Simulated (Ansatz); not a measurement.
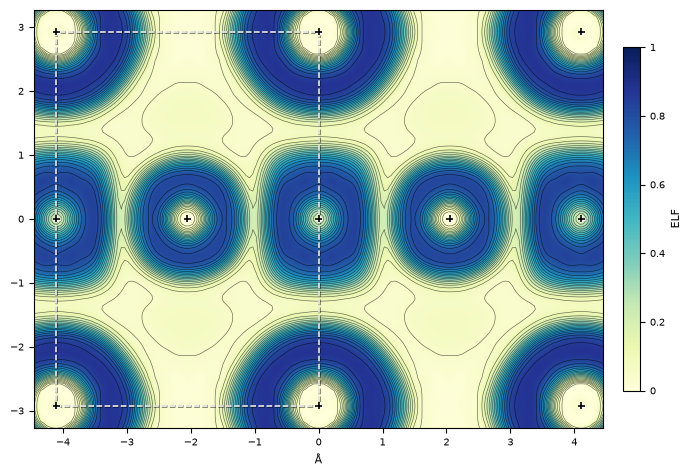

The electron localisation function on a plane through atoms (crosses mark nuclei in the plane).

These are results of Ansatz 0.2.0, DFT, LDA, PAW with Ansatz's default frozen-core files, scalar-relativistic; relaxation of cell and atoms, not measurements.

Candidates:
A. BaZrO$_{3}$, a = 4.11 Å, b = 4.11 Å, c = 4.17 Å, α = 90.00°, β = 90.00°, γ = 90.00°. Space group P4/mmm; changed on purpose from its base cell (in-plane strain -0.01, out-of-plane length and atoms relaxed by PAW); computed pressure about 3 GPa in this cell.
B. HfC, a = 4.57 Å, b = 4.57 Å, c = 4.57 Å, α = 90.00°, β = 90.00°, γ = 90.00°. Space group Fm-3m.

### Which system is this?

Candidate A: BaZrO$_{3}$ on the (011̄) plane of the conventional cell, which holds Ba, Zr and O. Zr–O (2.05 Å): the ELF peaks at about 0.85 in the valence shell of O, 0.6 Å from its nucleus, and drops to about 0.20 between the two atoms (no shared electron pair shows on this line). Ba–O (2.93 Å): the ELF is about 0.10 at the midpoint: a largely ionic contact.
